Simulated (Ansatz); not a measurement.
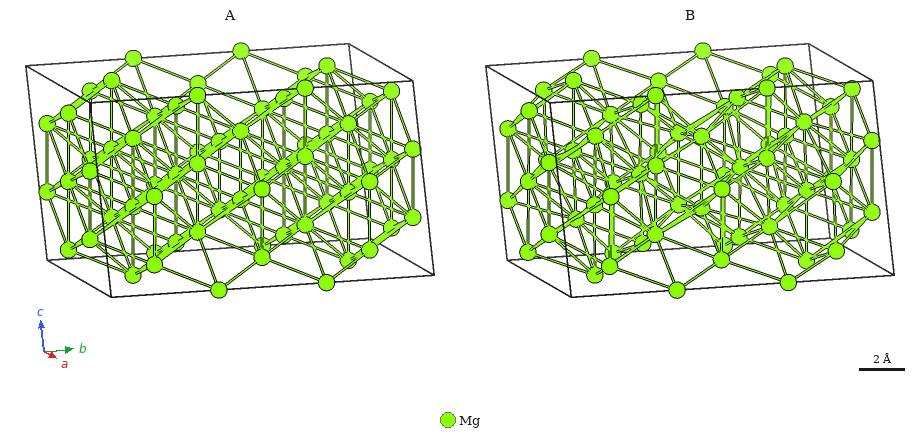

Two geometries of a defect cell of composition Mg, drawn at one scale. One is the start of a relaxation, the other its converged end. A ball-and-stick model of the conventional cell (2 times the calculation's cell), seen slightly off an axis. Lengths and directions refer to the drawn axes.

These are results of DFT PBE, scalar-relativistic, plane waves, PAW in Ansatz 0.2.0, not measurements. (plane-wave cutoff 420 eV; k-point mesh 4 × 4 × 4; occupations gaussian; smearing width 0.1 eV; no spin polarisation; atoms relaxed in a fixed cell; force threshold 0.02 eV/Å; at most 50 steps)

Which geometry has the lower energy?

Structure B is the relaxed one. Case: Mg vacancy, atoms relaxed. Over 4 accepted moves (5 points after the start) the energy falls by 0.322 eV per cell of the calculation. The largest force component goes from 0.14 to 0.0089 eV/Å. 1 step only repeated the SCF at the same geometry. The largest moves, 0.39 Å, are those of Mg atoms. The cell doesn't change. Some distances before and after: Mg–Mg 3.580 → 3.203 Å, Mg–Mg 3.580 → 3.265 Å, Mg–Mg 3.580 → 3.319 Å, Mg–Mg 3.580 → 3.372 Å.
